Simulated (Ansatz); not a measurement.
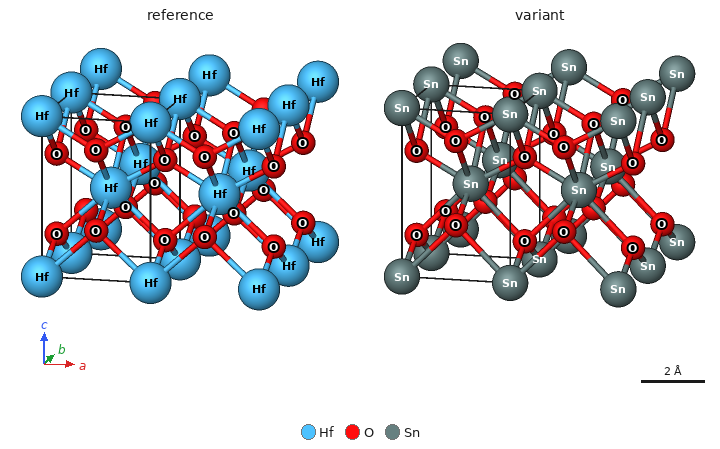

Left: a crystal of HfO₂ (set up in P4_2/nmc). Right: the same structure after one change, at the same scale. A ball-and-stick model of the cell of the calculation, repeated 2 × 2 × 1 with one cell outlined, seen slightly off an axis.

Computed with Ansatz, DFT PBE, scalar-relativistic, plane waves, PAW. (plane-wave cutoff 420 eV; occupations gaussian; smearing width 0.02 eV; no spin polarisation) The k-mesh is chosen for each cell (6×6×4, 8×8×6).

Q: What distinguishes the right structure from the left one?

A: Every hafnium atom is replaced by tin, which gives SnO₂. Cell and atoms are relaxed again (to zero pressure within 0.1 GPa, forces under 0.01 eV/Å).

Q: How do the computed properties respond?

A: The volume per atom goes from 11.40 to 11.90 Å³. The volume changes by +4.4 %, with a = b 3.604 → 3.593 Å (−0.3 %), c 5.264 → 5.532 Å (+5.1 %). The space group stays P4_2/nmc (No. 137).
